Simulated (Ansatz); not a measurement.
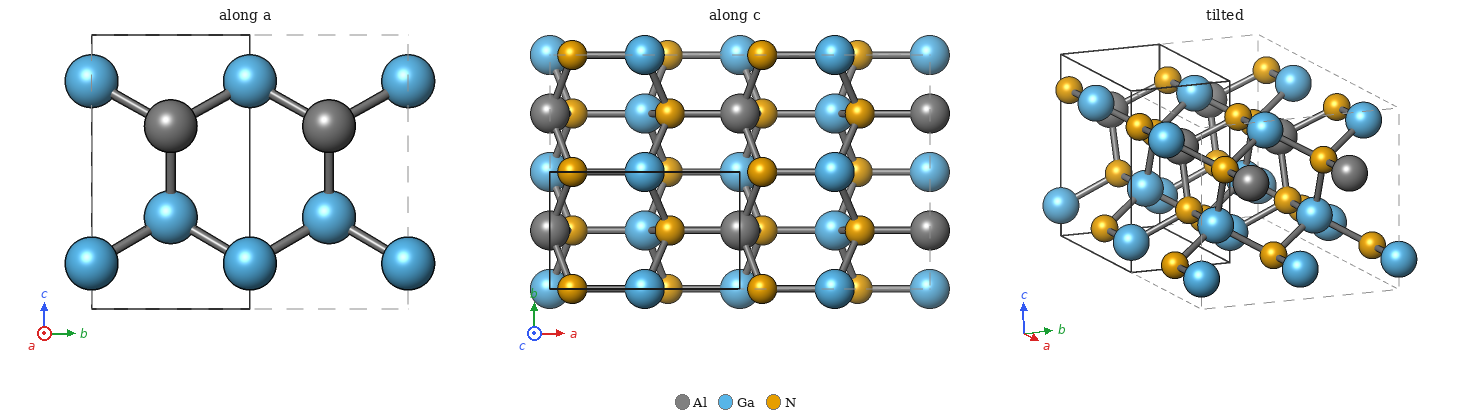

The figure gives a ball-and-stick picture of the atoms, viewed along the a axis, along the c axis and slightly off an axis. A 2×2×1 array of cells is drawn; the conventional unit cell has the solid edges. Cell: a = 5.090 Å, b = 3.133 Å, c = 5.423 Å, α = 90.00°, β = 90.04°, γ = 90.00°.

In words:

Composition: AlGa3N4. The symmetry is that of Pm (No. 6), on a primitive monoclinic lattice. The cell comprises 1 formula unit: 1 Al, 3 Ga, 4 N. Al is linked to four N in a tetrahedral arrangement at about 1.9 Å. The neighbours of Ga are four N in a tetrahedral arrangement at about 1.9 Å. Coordination numbers (contacts within bonding distance): N 4. The bonds build a three-dimensional framework.

Provenance: a structure listed in the Materials Project. It was relaxed at fixed volume with DFT PBEsol, scalar-relativistic, plane waves, PAW (Ansatz 0.2.0).

At this level of theory the run's own cell isn't at rest (compressed, at 6 GPa), so its distances can differ from those at equilibrium, the more so the softer the solid.
